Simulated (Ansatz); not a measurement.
```yaml
crystal:
  lattice:
    - [5.41198, 0.00000, 0.00000]
    - [0.00000, 5.41198, 0.00000]
    - [0.00000, 0.00000, 5.41198]
  atoms:
    - { symbol: Li, position: [0.00000, 0.00000, 0.00000] }
    - { symbol: Li, position: [0.50000, 0.50000, 0.00000] }
    - { symbol: Li, position: [0.50000, 0.00000, 0.50000] }
    - { symbol: Li, position: [0.00000, 0.50000, 0.50000] }
    - { symbol: Br, position: [0.50000, 0.00000, 0.00000] }
    - { symbol: Br, position: [0.00000, 0.50000, 0.00000] }
    - { symbol: Br, position: [0.00000, 0.00000, 0.50000] }
    - { symbol: Br, position: [0.50000, 0.50000, 0.50000] }
```

Space group Fm-3m; a structure from a database of computed crystals, not necessarily the ambient phase.

These are results of Ansatz, DFT PBEsol, scalar-relativistic, plane waves, PAW, not measurements.

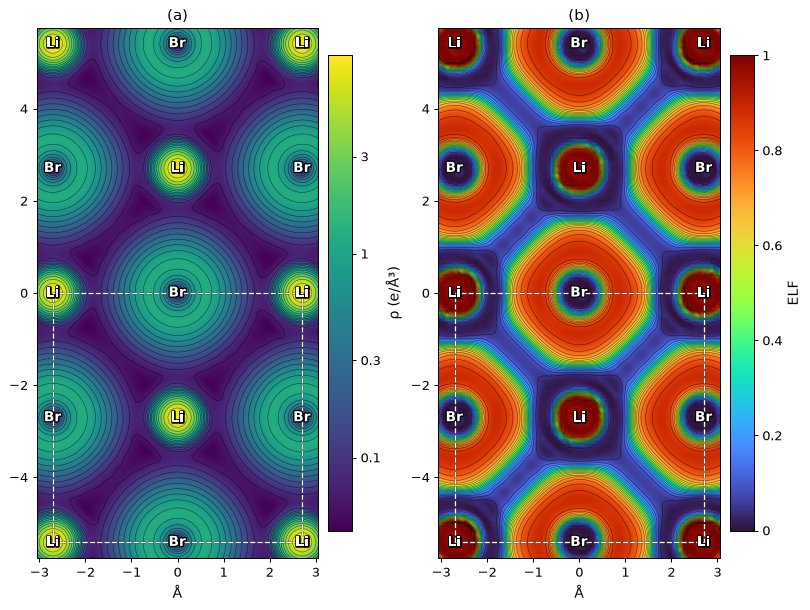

LiBr. (a) valence electron density; (b) electron localisation function on the (001) plane of the conventional cell.

### Read the bonding off the picture.

The plane passes through Li and Br nuclei. Li–Br (2.71 Å): ρ is about 0.21 e/Å³ halfway; the ELF is about 0.75 at the midpoint (a largely ionic contact). Between the atoms the lowest density in this plane is 0.04 e/Å³. The features right at Li lie inside the PAW spheres, where the map follows smoothed inner orbitals and isn't to be read closely.

### Does the calculation give a band gap?

It is gapped, with a Kohn–Sham gap of 5.0 eV on the k-point mesh (the band edges may lie off the mesh, which would make the gap smaller).
